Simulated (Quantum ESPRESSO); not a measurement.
**Rh: 7 runs along one coordinate**

System: Rh (1 atom in the cell).
Method: Kohn-Sham DFT of a periodic cell, AM05, spin-orbit coupling, PseudoDojo 0.4 FR PBE standard, no spin polarisation (Quantum ESPRESSO 7.5).

The 7 runs differ only in the geometry, by an even scaling of the cell at fixed fractional positions. The structure derives from an entry of the Crystallography Open Database.

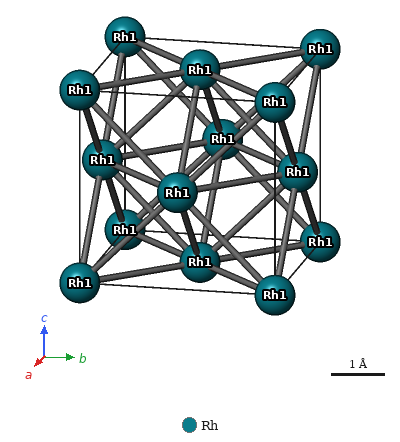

Figure 1. The structure of run 4 (ball-and-stick view of the cell 4 times as large as that of the calculation, set on its symmetry axes, seen slightly off an axis; atoms are numbered from 1 in the order of the input). An atom can appear more than once, as a periodic image.

**Input of run 4**
```
&CONTROL
  calculation = 'scf'
  prefix = 'pwscf'
  outdir = './tmp'
  pseudo_dir = './pseudo'
  tprnfor = .true.
  tstress = .true.
  disk_io = 'nowf'
/
&SYSTEM
  ibrav = 0
  nat = 1
  ntyp = 1
  ecutwfc = 88
  nbnd = 30
  input_dft = 'XC-000I-000I-120L-135L-000I-000I'
  occupations = 'smearing'
  smearing = 'fd'
  degauss = 0.00367493
  noncolin = .true.
  lspinorb = .true.
/
&ELECTRONS
  conv_thr = 2d-10
  electron_maxstep = 120
  mixing_beta = 0.5
/
ATOMIC_SPECIES
Rh   102.9055 Rh.upf
CELL_PARAMETERS angstrom
   0.0000000000    1.8978500000    1.8978500000
   1.8978500000    0.0000000000    1.8978500000
   1.8978500000    1.8978500000    0.0000000000
ATOMIC_POSITIONS crystal
Rh     0.0000000000    0.0000000000    0.0000000000
K_POINTS automatic
12 12 12 0 0 0
```

Command:
```bash
OMP_NUM_THREADS=1 pw.x -in pw.in > pw.out
```

Lattice vectors (Å) and fractional positions of run 4:
```
   0.000000    1.897850    1.897850
   1.897850    0.000000    1.897850
   1.897850    1.897850    0.000000
Rh  0.000000  0.000000  0.000000
```

Run 2 differs from it as follows:
```diff
-   0.0000000000    1.8978500000    1.8978500000
-   1.8978500000    0.0000000000    1.8978500000
-   1.8978500000    1.8978500000    0.0000000000
+   0.0000000000    1.8722002341    1.8722002341
+   1.8722002341    0.0000000000    1.8722002341
+   1.8722002341    1.8722002341    0.0000000000
```

**Results, with one run withheld**

```csv
run,volume per atom (Å³),"free energy per atom, from the lowest run given (meV)",pressure (GPa)
1,12.851,29.11,15.72
2,13.125,?,?
3,13.398,0.00,1.59
4,13.671,2.11,−4.25
5,13.945,13.59,−9.40
6,14.218,33.33,−13.94
7,14.492,60.35,−17.93
```

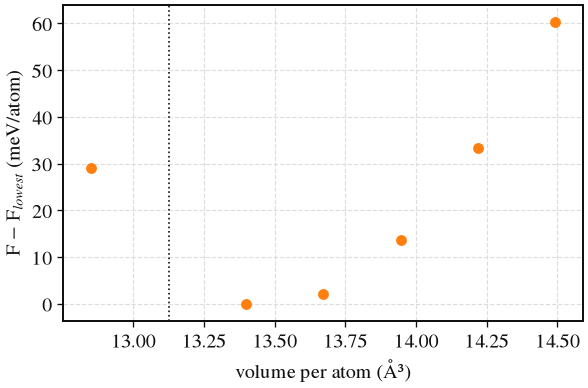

Figure 2. Free energy per atom of the runs given; the dotted line marks run 2.

Fit the runs given and predict run 2.

A cubic polynomial in V^(−2/3) (the Birch–Murnaghan form), fitted to the 6 runs given, misses them by at most 0.02 meV per atom. With x = V^(−2/3) − 0.17428 Å⁻², it reads F = 4.3173 − 4092 x + 8.7555e+05 x² + 3.1799e+06 x³ (meV per atom). At run 2 it gives 8.49 meV per atom, and the run itself gives 8.53. The slope of the fit gives a pressure −dF/dV of 8.37 GPa there, and the run prints 8.22 GPa. The two needn't agree exactly: the fit is approximate, and the printed stress is taken on a finite basis. The fit has its minimum at 13.476 Å³ per atom, where V d²F/dV² gives 296 GPa: the bulk modulus at this level, since symmetry fixes the shape and the positions.

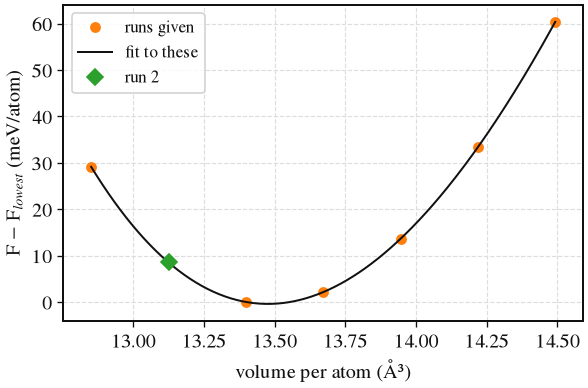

Figure 3. The fit and the withheld run.

**Some lines of the output (run 2)**
```
[...]
     unit-cell volume          =      88.5694 (a.u.)^3
     number of k points=    72  Fermi-Dirac smearing, width (Ry)=  0.0037
     total energy              =    -234.09106588 Ry
     total energy              =    -234.12665277 Ry
     total energy              =    -234.12797710 Ry
     total energy              =    -234.12802968 Ry
     total energy              =    -234.12803084 Ry
     total energy              =    -234.12803100 Ry
     the Fermi energy is    23.9676 ev
!    total energy              =    -234.12803100 Ry
     The total energy is F=E-TS. E is the sum of the following terms:
     Computing stress (Cartesian axis) and pressure
          total   stress  (Ry/bohr**3)                   (kbar)     P=       82.20
```

Notes: Further notes kept with the run: potentials made for another functional. Points of doubt noted for this run: potentials made for another functional.
